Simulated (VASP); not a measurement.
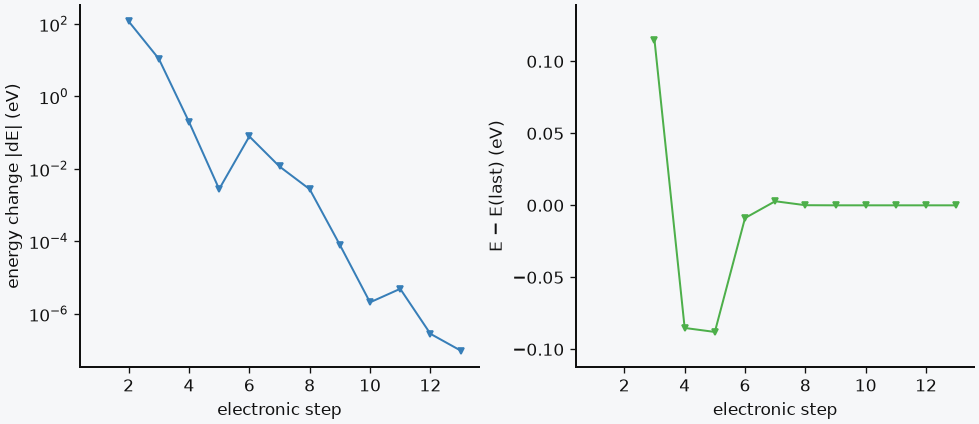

The plot shows the electronic steps of a calculation: energy change |dE|, free energy less its last value. The first two energies lie far off the scale and aren't drawn.

NaI (2 atoms in the cell), run with VASP.

INCAR
```
ENCUT = 520.000000
SIGMA = 0.020000
EDIFF = 1.00e-07
GGA = PE
PREC = Accurate
IBRION = -1
ISIF = 2
ISMEAR = -1
NSW = 0
LASPH = .TRUE.
LCHARG = .FALSE.
LWAVE = .FALSE.
LREAL = .FALSE.
NBANDS = 47
NELM = 93
```

KPOINTS
```
KPOINTS created by Atomic Simulation Environment
0
Gamma
8 8 8
0 0 0
```

POSCAR
```
Na I
 1.0000000000000000
     0.0000000000000000    3.4228578445000002    3.2297205553000001
     3.4228578445000002    0.0000000000000000    3.2297205553000001
     3.4228578445000002    3.4228578445000002    0.0000000000000000
 Na  I
   1   1
Cartesian
  0.0000000000000000  0.0000000000000000  0.0000000000000000
  3.4228578445000002  3.4228578445000002  3.2297205553000001
```

### Did the calculation converge?

Converged, in 13 steps. The energy change falls unevenly and jumps up by a factor of two or more twice on the way down, most sharply at step 6 (by a factor of about 30). The jump at step 6 comes where the charge density, held fixed for the first 5 steps, starts to be updated.
